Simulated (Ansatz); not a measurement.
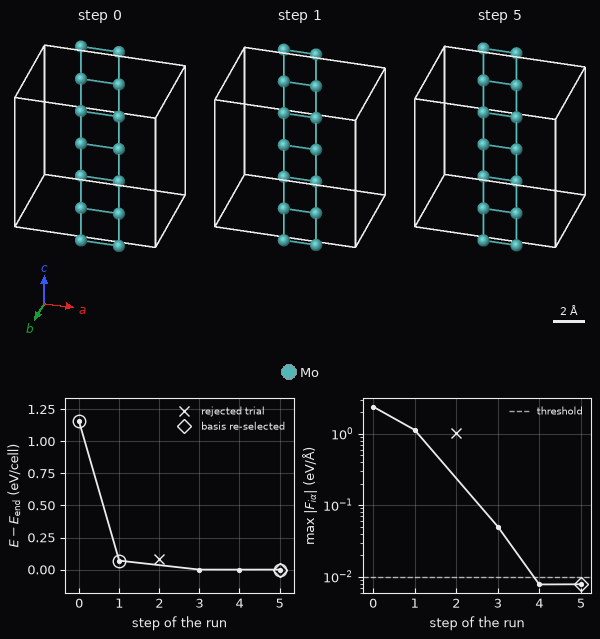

Frames of a relaxation of a wire of composition Mo, marked on the history of the run. Style: ball-and-stick. Shown: the 2 repeat of the cell, with the vacuum cut short, from a free direction.

Case: ladder chain of atoms.

Theory: Ansatz, DFT PBE, scalar-relativistic, plane waves, PAW.

The input:
```yaml
crystal:
  lattice:
    - [11.6, 0.0, 0.0]
    - [0.0, 9.3, 0.0]
    - [0.0, 0.0, 4.9266405123]
  atoms:
    - { symbol: Mo, position: [0.3885135229, 0.5, 0.0], spin: 1.5 }
    - { symbol: Mo, position: [0.3885135229, 0.5, 0.5], spin: 1.5 }
    - { symbol: Mo, position: [0.6114864771, 0.5, 0.0], spin: 1.5 }
    - { symbol: Mo, position: [0.6114864771, 0.5, 0.5], spin: 1.5 }
basis:
  ecutwfc: 420
kpoints:
  mp_grid: { grid: [1, 1, 13] }
hamiltonian:
  xc: pbe
scf:
  occupations: { method: gaussian, width: 0.05 }
output:
  forces: true
  stress: true
  eigenvalues: true
  populations: true
  write_density: true
  write_potential: true
  elf: true
  volumetric_format: npy
magnetization:
  spin_polarized: true
relax:
  adjacent_minimum: "off"
  f_tol: 0.01
  max_steps: 45
  cell: { fix: [a, b, alpha, beta, gamma], stress_tol: 0.03 }
```

Run as
```bash
ansatz run input.yaml --threads 2 --pin off --max-ram 5120MiB --backend cpu --events-out ev --progress --plain --runs-dir out
```

### What happens along the run?

After 3 accepted moves (5 points after the start) the energy has fallen by 1.155 eV per cell of the calculation. Largest force component: 2.4 eV/Å at the start, 0.0078 eV/Å at the end. The line search rejected the trial step at point 2 of the run. The SCF was repeated once at an unchanged geometry on a basis and grid sized afresh for the cell, which shifted the energy by 0.2 meV per cell of the calculation at most. The largest moves relative to the layer's centre, 0.17 Å, are those of Mo1, Mo2, Mo3 and Mo4. Along the periodic axis the drawn cell goes c 9.853 → 9.758 Å (−1.0 %). Among the contacts that change: Mo1–Mo3 2.586 → 2.252 Å, Mo1–Mo2 2.463 → 2.440 Å. The program noted that the starting moments weren't kept. The run took 3.5 min on 2 threads of Arm Neoverse V2, on a shared host, peak memory 1.1 GiB. From step 0 to 1: Mo atoms move most (0.20 Å), energy −1.085 eV per cell of the calculation. From step 1 to 5: Mo atoms move most (0.03 Å), energy −69.8 meV per cell of the calculation.

```csv
step,"E − E(0), meV/atom","largest force component, eV/Å",note
0,0.00,2.3884,
1,-271.19,1.1300,
2,-268.27,1.0287,rejected
3,-288.65,0.0503,
4,-288.69,0.0078,
5,-288.65,0.0078,"same geometry, new basis"
```

Limits of the set-up: the k-point mesh is coarse for a cell with partly filled bands.
